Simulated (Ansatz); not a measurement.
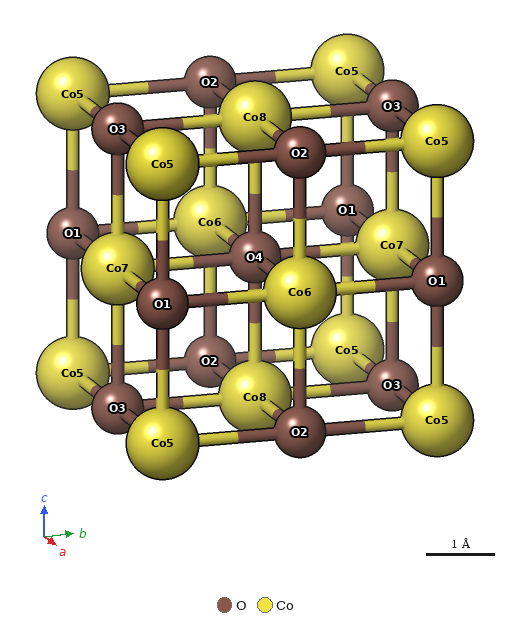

The input geometry (ball-and-stick view of the cell of the calculation, seen slightly off an axis; atoms are numbered from 1 in the order of the input).

## Run report: CoO, single-point calculation (part 1 of 2)

- system: CoO (8 atoms in the cell)
- method: DFT, LDA, PAW, plane waves, scalar-relativistic (Ansatz 0.2.0)

The structure derives from an entry of the Crystallography Open Database. It belongs to a series of runs on one base structure; here: moments in random directions. Figures and captions count atoms from 1; the log counts them from 0 in places.

## The input
```yaml
crystal:
  lattice:
    - [4.258, 0.0, 0.0]
    - [0.0, 4.258, 0.0]
    - [0.0, 0.0, 4.258]
  atoms:
    - { symbol: O, position: [0.0, 0.0, 0.5] }
    - { symbol: O, position: [0.0, 0.5, 0.0] }
    - { symbol: O, position: [0.5, 0.0, 0.0] }
    - { symbol: O, position: [0.5, 0.5, 0.5] }
    - { symbol: Co, position: [0.0, 0.0, 0.0], spin: 3.0, spin_axis: [-0.298, -0.554, 2.933] }
    - { symbol: Co, position: [0.0, 0.5, 0.5], spin: 3.0, spin_axis: [0.541, -1.717, -2.4] }
    - { symbol: Co, position: [0.5, 0.0, 0.5], spin: 3.0, spin_axis: [-2.666, 0.114, -1.372] }
    - { symbol: Co, position: [0.5, 0.5, 0.0], spin: 3.0, spin_axis: [-2.709, 1.274, 0.201] }
hamiltonian:
  xc: lda
  pseudopotentials: { kind: paw }
basis:
  ecutwfc: 420
kpoints:
  mp_grid: { grid: [3, 3, 3] }
scf:
  occupations: { method: fermi_dirac, width: 0.03 }
  lower_state_search: "off"
  max_iter: 150
output:
  forces: true
  stress: true
  write_density: true
  write_potential: true
  elf: true
  volumetric_format: npy
magnetization:
  noncollinear: true
```

Command:
```bash
ansatz run input.yaml --threads 4 --pin off --max-ram 9216MiB --backend cpu --events-out ev --progress --plain --runs-dir out
```

## What the program printed
```
Engine: ansatz 0.2.0, aarch64-unknown-linux-gnu
Pseudopotentials: kind: paw
Pseudopotential: O, paw, valence charge 6, recommended cutoff 420 eV (normal), O.paw.azcp
Pseudopotential: Co, paw, valence charge 17, recommended cutoff 420 eV (normal), Co.paw.azcp
Functional definition: SPW92
  exchange = slater_x
  correlation = pw_c
Crystal: 8 atoms, lattice volume = 77.200 Å³
Basis set: ecut = 420 eV, 1503 PW (Γ)
Bands: 112, of which v1, the nominal top of the filled ones, is band 92 counted from 1 (91 counted from 0)
Symmetry: 8 space group operations
Moments: of one size on atoms that these operations exchange, one fixing the others by the rotation that the starting moments gave each (crystal.symmetry.detect: false holds none)
k-points: 8 of 27
Non-local potential: O, projectors of the file, l = 0: 2, l = 1: 2, l = 2: 1
Non-local potential: Co, projectors of the file, l = 0: 3, l = 1: 2, l = 2: 3, l = 3: 1
PAW form: soft (Blöchl's): semilocal exchange-correlation on the pseudo side does not see the compensation charge
PAW frozen core: O, regenerated for the run's functional, and the local potential with it (the file was generated under x = pbe(κ = 0.804, μ = 0.2195149727645171), c = pbe(β = 0.06672455060314922))
PAW frozen core: Co, regenerated for the run's functional, and the local potential with it (the file was generated under x = pbe(κ = 0.804, μ = 0.2195149727645171), c = pbe(β = 0.06672455060314922))
PAW one-centre angular grid: O, 110 points (default); XC on 64 Gauss nodes
PAW one-centre angular grid: Co, 590 points (default); XC on 64 Gauss nodes
Initial density: superposition of atomic densities (chi_scale 0.1, normalization cell, long waves kept (reshape's long-wave potential 0.00 eV rms))
Starting moments: Σ|m| = 12 μB on 4 of 8 sites
Initial wavefunctions: pseudopotential atomic-orbital guess
Functional: x = slater, c = lda
SCF iter   1: F=—  HF=-22477.058365 eV  |F-HF|=—  |Δ(HF+E_count)|=         —  Δρ=4.79e-1  dr2=1.48e2  dr2_m=2.96e1  ethr=3.10e-3  |M|=1.75e0 ∫|m|=3.86e0 μB  |m|>n=0.0e0 m-floor=0.0e0 τ_xc=1.6e-16  β_m=0.30  ⟨swp⟩=5.0  Hψ=2581  notcnv=0  defer=4
preconditioner: auto → Kerker (q_TF=auto, 2.809 Å⁻¹)  [metal: Δε(μ)=0.014 eV  Ē_g=8.520 eV  σ=0.030 eV  W_gap=0.12  n_scr=26 (ndim 8)  ℏωp=32.7 eV  f_vac=0.000  D(μ)=16.87/eV (n_scr^D=340)]
spin=Noncollinear: Kerker preconditioning applied to the charge; magnetization (m_x, m_y, m_z) channels mix plain (no charge-response kernel on spin).
SCF iter   2: F=—  HF=-22466.094664 eV  |F-HF|=—  |Δ(HF+E_count)|=    1.10e1  Δρ=1.84e-1  dr2=1.42e1  dr2_m=2.95e0  ethr=3.10e-3  |M|=4.85e0 ∫|m|=1.09e1 μB  |m|>n=0.0e0 m-floor=0.0e0 τ_xc=7.9e-17  β_m=1.00  ⟨swp⟩=3.2  Hψ=2214  notcnv=0  defer=49
SCF iter   3: F=—  HF=-22465.404769 eV  |F-HF|=—  |Δ(HF+E_count)|=   6.90e-1  Δρ=3.05e-1  dr2=6.62e1  dr2_m=8.95e0  ethr=3.10e-3  |M|=6.76e0 ∫|m|=9.93e0 μB  |m|>n=0.0e0 m-floor=0.0e0 τ_xc=6.4e-17  β_m=0.30  ⟨swp⟩=2.6  Hψ=1865  notcnv=0  defer=46
SCF iter   4: F=—  HF=-22464.450686 eV  |F-HF|=—  |Δ(HF+E_count)|=   9.54e-1  Δρ=8.43e-2  dr2=3.27e0  dr2_m=3.72e-1  ethr=3.10e-3  |M|=5.91e0 ∫|m|=1.03e1 μB  |m|>n=0.0e0 m-floor=0.0e0 τ_xc=4.8e-17  β_m=1.00  ⟨swp⟩=2.0  Hψ=1345  notcnv=0  defer=51
SCF iter   5: F=—  HF=-22465.669935 eV  |F-HF|=—  |Δ(HF+E_count)|=    1.22e0  Δρ=2.73e-1  dr2=5.29e1  dr2_m=9.09e0  ethr=3.10e-3  |M|=4.79e0 ∫|m|=9.50e0 μB  |m|>n=0.0e0 m-floor=0.0e0 τ_xc=4.5e-17  β_m=0.30  ⟨swp⟩=2.2  Hψ=1695  notcnv=0  defer=51
SCF iter   6: F=—  HF=-22465.933098 eV  |F-HF|=—  |Δ(HF+E_count)|=   2.63e-1  Δρ=3.04e-1  dr2=6.78e1  dr2_m=8.62e0  ethr=3.10e-3  |M|=3.91e0 ∫|m|=9.03e0 μB  |m|>n=0.0e0 m-floor=0.0e0 τ_xc=3.6e-17  β_m=0.30  ⟨swp⟩=2.0  Hψ=1361  notcnv=0  defer=51
SCF iter   7: F=—  HF=-22465.878106 eV  |F-HF|=—  |Δ(HF+E_count)|=   5.50e-2  Δρ=2.99e-1  dr2=6.66e1  dr2_m=7.10e0  ethr=3.10e-3  |M|=3.73e0 ∫|m|=9.34e0 μB  |m|>n=0.0e0 m-floor=0.0e0 τ_xc=3.1e-17  β_m=0.30  ⟨swp⟩=2.0  Hψ=902  notcnv=0  defer=51
SCF iter   8: F=—  HF=-22464.733635 eV  |F-HF|=—  |Δ(HF+E_count)|=    1.14e0  Δρ=1.44e-1  dr2=1.61e1  dr2_m=1.64e0  ethr=3.10e-3  |M|=4.22e0 ∫|m|=9.79e0 μB  |m|>n=0.0e0 m-floor=0.0e0 τ_xc=3.0e-17  β_m=0.30  ⟨swp⟩=2.0  Hψ=1111  notcnv=0  defer=49
SCF iter   9: F=—  HF=-22464.636073 eV  |F-HF|=—  |Δ(HF+E_count)|=   9.76e-2  Δρ=1.26e-1  dr2=1.25e1  dr2_m=8.61e-1  ethr=3.10e-3  |M|=4.30e0 ∫|m|=9.78e0 μB  |m|>n=0.0e0 m-floor=0.0e0 τ_xc=3.1e-17  β_m=0.30  ⟨swp⟩=1.5  Hψ=852  notcnv=0  defer=49
Mixer restart at iter 9: flushing history
spin-set hold released at iteration 9 (site moments contracting): the magnetisation degrees of freedom join the quasi-Newton model from the next iteration; the mixer history was flushed
SCF iter  10: F=—  HF=-22469.331521 eV  |F-HF|=—  |Δ(HF+E_count)|=    4.70e0  Δρ=4.55e-1  dr2=1.43e2  dr2_m=2.20e1  ethr=3.10e-3  |M|=6.00e0 ∫|m|=8.32e0 μB  |m|>n=0.0e0 m-floor=0.0e0 τ_xc=3.2e-17  β_m=0.15  ⟨swp⟩=3.1  Hψ=1673  notcnv=0  defer=46  recentre
SCF iter  11: F=—  HF=-22464.541102 eV  |F-HF|=—  |Δ(HF+E_count)|=    4.79e0  Δρ=9.96e-2  dr2=6.68e0  dr2_m=2.43e0  ethr=3.10e-3  |M|=4.79e0 ∫|m|=9.07e0 μB  |m|>n=0.0e0 m-floor=0.0e0 τ_xc=3.0e-17  β_m=0.18  ⟨swp⟩=2.1  Hψ=1384  notcnv=0  defer=47
SCF iter  12: F=—  HF=-22464.567063 eV  |F-HF|=—  |Δ(HF+E_count)|=   2.60e-2  Δρ=1.15e-1  dr2=9.26e0  dr2_m=1.44e0  ethr=3.10e-3  |M|=4.74e0 ∫|m|=9.20e0 μB  |m|>n=0.0e0 m-floor=0.0e0 τ_xc=3.0e-17  β_m=0.04  ⟨swp⟩=2.1  Hψ=1090  notcnv=0  defer=41
SCF iter  13: F=—  HF=-22464.494932 eV  |F-HF|=—  |Δ(HF+E_count)|=   7.21e-2  Δρ=3.88e-2  dr2=8.53e-1  dr2_m=3.70e-1  ethr=3.10e-3  |M|=4.62e0 ∫|m|=9.52e0 μB  |m|>n=0.0e0 m-floor=0.0e0 τ_xc=3.0e-17  β_m=0.04  ⟨swp⟩=2.0  Hψ=875  notcnv=0  defer=41
SCF iter  14: F=—  HF=-22464.517066 eV  |F-HF|=—  |Δ(HF+E_count)|=   2.21e-2  Δρ=5.50e-2  dr2=1.49e0  dr2_m=9.45e-1  ethr=9.27e-4  |M|=4.79e0 ∫|m|=9.37e0 μB  |m|>n=0.0e0 m-floor=0.0e0 τ_xc=3.1e-17  β_m=0.04  ⟨swp⟩=1.6  Hψ=1042  notcnv=0  defer=41
SCF iter  15: F=—  HF=-22464.605378 eV  |F-HF|=—  |Δ(HF+E_count)|=   8.83e-2  Δρ=9.80e-2  dr2=6.70e0  dr2_m=2.02e0  ethr=9.27e-4  |M|=5.12e0 ∫|m|=9.31e0 μB  |m|>n=0.0e0 m-floor=0.0e0 τ_xc=3.1e-17  β_m=0.01  ⟨swp⟩=2.0  Hψ=875  notcnv=0  defer=41  recentre
SCF iter  16: F=—  HF=-22464.569971 eV  |F-HF|=—  |Δ(HF+E_count)|=   3.54e-2  Δρ=5.74e-2  dr2=2.16e0  dr2_m=9.02e-1  ethr=9.27e-4  |M|=4.92e0 ∫|m|=9.32e0 μB  |m|>n=0.0e0 m-floor=0.0e0 τ_xc=3.1e-17  β_m=0.02  ⟨swp⟩=2.0  Hψ=886  notcnv=0  defer=41
SCF iter  17: F=—  HF=-22464.602674 eV  |F-HF|=—  |Δ(HF+E_count)|=   3.27e-2  Δρ=4.12e-2  dr2=1.02e0  dr2_m=3.55e-1  ethr=9.27e-4  |M|=5.01e0 ∫|m|=9.39e0 μB  |m|>n=0.0e0 m-floor=0.0e0 τ_xc=3.1e-17  β_m=0.06  ⟨swp⟩=1.9  Hψ=1042  notcnv=0  defer=49
SCF iter  18: F=—  HF=-22464.593573 eV  |F-HF|=—  |Δ(HF+E_count)|=   9.10e-3  Δρ=2.01e-2  dr2=1.48e-1  dr2_m=1.00e-1  ethr=9.27e-4  |M|=5.03e0 ∫|m|=9.53e0 μB  |m|>n=0.0e0 m-floor=0.0e0 τ_xc=3.2e-17  β_m=0.53  ⟨swp⟩=2.0  Hψ=896  notcnv=0  defer=49
SCF iter  19: F=—  HF=-22464.594202 eV  |F-HF|=—  |Δ(HF+E_count)|=   6.29e-4  Δρ=3.40e-2  dr2=8.86e-1  dr2_m=2.21e-1  ethr=1.60e-4  |M|=4.91e0 ∫|m|=9.44e0 μB  |m|>n=0.0e0 m-floor=0.0e0 τ_xc=3.1e-17  β_m=0.15  ⟨swp⟩=2.0  Hψ=1106  notcnv=0  defer=49  recentre
SCF iter  20: F=—  HF=-22464.613000 eV  |F-HF|=—  |Δ(HF+E_count)|=   1.88e-2  Δρ=2.58e-2  dr2=4.05e-1  dr2_m=1.61e-1  ethr=1.60e-4  |M|=5.35e0 ∫|m|=9.50e0 μB  |m|>n=0.0e0 m-floor=0.0e0 τ_xc=3.2e-17  β_m=0.44  ⟨swp⟩=2.0  Hψ=1098  notcnv=0  defer=53
SCF iter  21: F=—  HF=-22464.693719 eV  |F-HF|=—  |Δ(HF+E_count)|=   8.07e-2  Δρ=6.88e-2  dr2=3.56e0  dr2_m=9.56e-1  ethr=1.60e-4  |M|=6.54e0 ∫|m|=9.62e0 μB  |m|>n=0.0e0 m-floor=0.0e0 τ_xc=3.6e-17  β_m=0.27  ⟨swp⟩=2.1  Hψ=1189  notcnv=0  defer=53  recentre
SCF iter  22: F=—  HF=-22464.639046 eV  |F-HF|=—  |Δ(HF+E_count)|=   5.47e-2  Δρ=1.92e-2  dr2=1.67e-1  dr2_m=9.98e-2  ethr=1.60e-4  |M|=5.96e0 ∫|m|=9.46e0 μB  |m|>n=0.0e0 m-floor=0.0e0 τ_xc=3.4e-17  β_m=0.17  ⟨swp⟩=2.0  Hψ=1341  notcnv=0  defer=53
SCF iter  23: F=—  HF=-22464.683426 eV  |F-HF|=—  |Δ(HF+E_count)|=   4.44e-2  Δρ=2.99e-2  dr2=4.13e-1  dr2_m=2.32e-1  ethr=1.60e-4  |M|=6.72e0 ∫|m|=9.57e0 μB  |m|>n=0.0e0 m-floor=0.0e0 τ_xc=3.7e-17  β_m=0.77  ⟨swp⟩=2.1  Hψ=1108  notcnv=0  defer=53  recentre
SCF iter  24: F=—  HF=-22464.759022 eV  |F-HF|=—  |Δ(HF+E_count)|=   7.56e-2  Δρ=6.69e-2  dr2=3.31e0  dr2_m=7.73e-1  ethr=1.60e-4  |M|=7.14e0 ∫|m|=9.62e0 μB  |m|>n=0.0e0 m-floor=0.0e0 τ_xc=4.0e-17  β_m=0.19  ⟨swp⟩=2.1  Hψ=1031  notcnv=0  defer=53
SCF iter  25: F=—  HF=-22464.788252 eV  |F-HF|=—  |Δ(HF+E_count)|=   2.92e-2  Δρ=4.76e-2  dr2=1.71e0  dr2_m=4.25e-1  ethr=1.60e-4  |M|=8.12e0 ∫|m|=9.75e0 μB  |m|>n=0.0e0 m-floor=0.0e0 τ_xc=5.0e-17  β_m=0.43  ⟨swp⟩=2.0  Hψ=1267  notcnv=0  defer=53
SCF iter  26: F=—  HF=-22465.003352 eV  |F-HF|=—  |Δ(HF+E_count)|=   2.15e-1  Δρ=1.26e-1  dr2=1.14e1  dr2_m=3.68e0  ethr=1.60e-4  |M|=9.40e0 ∫|m|=9.92e0 μB  |m|>n=0.0e0 m-floor=0.0e0 τ_xc=5.6e-17  β_m=0.65  ⟨swp⟩=3.1  Hψ=1863  notcnv=0  defer=53  recentre
SCF iter  27: F=—  HF=-22464.802255 eV  |F-HF|=—  |Δ(HF+E_count)|=   2.01e-1  Δρ=6.18e-2  dr2=2.87e0  dr2_m=1.18e0  ethr=1.60e-4  |M|=9.05e0 ∫|m|=9.89e0 μB  |m|>n=0.0e0 m-floor=0.0e0 τ_xc=4.9e-17  β_m=0.51  ⟨swp⟩=3.1  Hψ=1778  notcnv=0  defer=52
SCF iter  28: F=—  HF=-22464.971543 eV  |F-HF|=—  |Δ(HF+E_count)|=   1.69e-1  Δρ=1.42e-1  dr2=1.39e1  dr2_m=5.13e0  ethr=1.60e-4  |M|=9.27e0 ∫|m|=9.93e0 μB  |m|>n=0.0e0 m-floor=0.0e0 τ_xc=5.1e-17  β_m=0.21  ⟨swp⟩=2.2  Hψ=1820  notcnv=0  defer=52  recentre
SCF iter  29: F=—  HF=-22464.815783 eV  |F-HF|=—  |Δ(HF+E_count)|=   1.56e-1  Δρ=2.86e-2  dr2=5.54e-1  dr2_m=1.32e-1  ethr=1.60e-4  |M|=8.66e0 ∫|m|=9.79e0 μB  |m|>n=0.0e0 m-floor=0.0e0 τ_xc=4.3e-17  β_m=0.34  ⟨swp⟩=2.8  Hψ=1776  notcnv=0  defer=53
SCF iter  30: F=—  HF=-22464.777368 eV  |F-HF|=—  |Δ(HF+E_count)|=   3.84e-2  Δρ=2.94e-2  dr2=6.34e-1  dr2_m=1.80e-1  ethr=1.60e-4  |M|=8.14e0 ∫|m|=9.65e0 μB  |m|>n=0.0e0 m-floor=0.0e0 τ_xc=3.7e-17  β_m=0.28  ⟨swp⟩=2.1  Hψ=1296  notcnv=0  defer=53
SCF iter  31: F=—  HF=-22464.850263 eV  |F-HF|=—  |Δ(HF+E_count)|=   7.29e-2  Δρ=2.62e-2  dr2=4.98e-1  dr2_m=1.68e-1  ethr=1.60e-4  |M|=8.94e0 ∫|m|=9.82e0 μB  |m|>n=0.0e0 m-floor=0.0e0 τ_xc=4.1e-17  β_m=0.65  ⟨swp⟩=2.0  Hψ=1295  notcnv=0  defer=53
SCF iter  32: F=—  HF=-22465.015901 eV  |F-HF|=—  |Δ(HF+E_count)|=   1.66e-1  Δρ=1.13e-1  dr2=9.36e0  dr2_m=2.25e0  ethr=1.60e-4  |M|=9.50e0 ∫|m|=9.94e0 μB  |m|>n=0.0e0 m-floor=0.0e0 τ_xc=4.7e-17  β_m=0.66  ⟨swp⟩=2.9  Hψ=1374  notcnv=0  defer=53  recentre
SCF iter  33: F=—  HF=-22465.140120 eV  |F-HF|=—  |Δ(HF+E_count)|=   1.24e-1  Δρ=1.39e-1  dr2=1.38e1  dr2_m=3.12e0  ethr=1.60e-4  |M|=9.84e0 ∫|m|=1.02e1 μB  |m|>n=0.0e0 m-floor=0.0e0 τ_xc=4.2e-17  β_m=0.35  ⟨swp⟩=3.0  Hψ=1897  notcnv=0  defer=53
SCF iter  34: F=—  HF=-22464.956599 eV  |F-HF|=—  |Δ(HF+E_count)|=   1.84e-1  Δρ=1.08e-1  dr2=7.04e0  dr2_m=2.98e0  ethr=1.60e-4  |M|=9.89e0 ∫|m|=9.99e0 μB  |m|>n=0.0e0 m-floor=0.0e0 τ_xc=4.9e-17  β_m=0.31  ⟨swp⟩=2.2  Hψ=1696  notcnv=0  defer=53
SCF iter  35: F=—  HF=-22464.916262 eV  |F-HF|=—  |Δ(HF+E_count)|=   4.03e-2  Δρ=2.81e-2  dr2=5.77e-1  dr2_m=1.93e-1  ethr=1.60e-4  |M|=9.69e0 ∫|m|=9.95e0 μB  |m|>n=0.0e0 m-floor=0.0e0 τ_xc=4.2e-17  β_m=0.18  ⟨swp⟩=2.1  Hψ=1467  notcnv=0  defer=53
SCF iter  36: F=—  HF=-22464.911317 eV  |F-HF|=—  |Δ(HF+E_count)|=   4.95e-3  Δρ=3.45e-2  dr2=8.90e-1  dr2_m=2.76e-1  ethr=1.60e-4  |M|=9.90e0 ∫|m|=9.98e0 μB  |m|>n=0.0e0 m-floor=0.0e0 τ_xc=4.6e-17  β_m=0.26  ⟨swp⟩=2.1  Hψ=1237  notcnv=0  defer=53
SCF iter  37: F=—  HF=-22464.926827 eV  |F-HF|=—  |Δ(HF+E_count)|=   1.55e-2  Δρ=2.86e-2  dr2=5.98e-1  dr2_m=1.52e-1  ethr=1.60e-4  |M|=9.74e0 ∫|m|=9.94e0 μB  |m|>n=0.0e0 m-floor=0.0e0 τ_xc=4.2e-17  β_m=0.42  ⟨swp⟩=2.0  Hψ=1270  notcnv=0  defer=53
SCF iter  38: F=—  HF=-22464.968679 eV  |F-HF|=—  |Δ(HF+E_count)|=   4.19e-2  Δρ=5.59e-2  dr2=2.29e0  dr2_m=5.44e-1  ethr=1.60e-4  |M|=9.89e0 ∫|m|=9.96e0 μB  |m|>n=0.0e0 m-floor=0.0e0 τ_xc=4.3e-17  β_m=0.44  ⟨swp⟩=2.1  Hψ=1269  notcnv=0  defer=53  recentre
SCF iter  39: F=—  HF=-22464.944172 eV  |F-HF|=—  |Δ(HF+E_count)|=   2.45e-2  Δρ=2.78e-2  dr2=5.60e-1  dr2_m=1.23e-1  ethr=1.60e-4  |M|=9.88e0 ∫|m|=9.96e0 μB  |m|>n=0.0e0 m-floor=0.0e0 τ_xc=4.2e-17  β_m=0.33  ⟨swp⟩=2.0  Hψ=1178  notcnv=0  defer=53
SCF iter  40: F=—  HF=-22464.948845 eV  |F-HF|=—  |Δ(HF+E_count)|=   4.67e-3  Δρ=3.13e-2  dr2=7.09e-1  dr2_m=1.76e-1  ethr=1.09e-6  |M|=9.91e0 ∫|m|=9.96e0 μB  |m|>n=0.0e0 m-floor=0.0e0 τ_xc=4.2e-17  ⟨swp⟩=8.5  Hψ=4773  notcnv=0
Mixer restart at iter 40: flushing history
iteration 40: the SCF's residuals had fallen too slowly under its mixing. It goes on by minimising its free energy, and can end on another state than longer mixing would; under `scf.algorithm: density_mixing` no SCF does so, but by `scf.convergence.dm_fallback`
SCF iter  41: F=—  HF=-22464.957594 eV  |F-HF|=—  |Δ(HF+E_count)|=   8.75e-3  Δρ=3.73e-2  dr2=1.03e0  dr2_m=2.02e-1  ethr=1.09e-6  |M|=9.91e0 ∫|m|=9.96e0 μB  |m|>n=0.0e0 m-floor=0.0e0 τ_xc=4.0e-17  ⟨swp⟩=4.9  Hψ=5648  notcnv=0
SCF iter  42: F=—  HF=-22464.942659 eV  |F-HF|=—  |Δ(HF+E_count)|=   1.49e-2  Δρ=7.91e-3  dr2=5.03e-2  dr2_m=1.10e-2  ethr=1.09e-6  |M|=9.91e0 ∫|m|=9.96e0 μB  |m|>n=0.0e0 m-floor=0.0e0 τ_xc=4.0e-17  ⟨swp⟩=4.9  Hψ=4826  notcnv=0
SCF iter  43: F=—  HF=-22464.942913 eV  |F-HF|=—  |Δ(HF+E_count)|=   2.54e-4  Δρ=1.02e-3  dr2=7.17e-4  dr2_m=1.74e-4  ethr=1.09e-6  |M|=9.93e0 ∫|m|=9.96e0 μB  |m|>n=0.0e0 m-floor=0.0e0 τ_xc=4.2e-17  ⟨swp⟩=4.9  Hψ=4242  notcnv=0
```
